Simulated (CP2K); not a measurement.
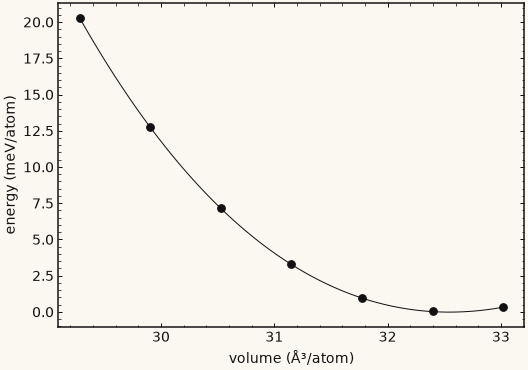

The plot gives the computed energy against volume for KCl, space group Fm-3m (No. 225).

Cell as given: a = 4.450 Å, b = 4.450 Å, c = 4.450 Å, α = 60.00°, β = 60.00°, γ = 60.00°; 2 atoms.

Calculation (CP2K 2026.2): DFT in Gaussian orbitals with a plane-wave density, no spin polarisation; energies at scaled volumes of the given cell, shape and fractions fixed, counted from the fit's minimum, third-order Birch-Murnaghan fit. Level: PBE.

k mesh 7×7×7; occupations Fermi–Dirac; smearing width 0.05 eV; potentials GTH PBE with UZH TZVP basis; density cutoff 6123 eV; program settings ngrids 5, basis sets K TZVP-MOLOPT-PBE-GTH-q9, basis sets Cl TZVP-MOLOPT-PBE-GTH-q7, cutoff ry 450 Ry, rel cutoff ry 60 Ry.

Question: Give the fitted equation-of-state parameters.

Answer: A third-order Birch–Murnaghan fit gives V0 = 32.55 Å³/atom, B0 = 16.2 GPa and B′ = 4.8.
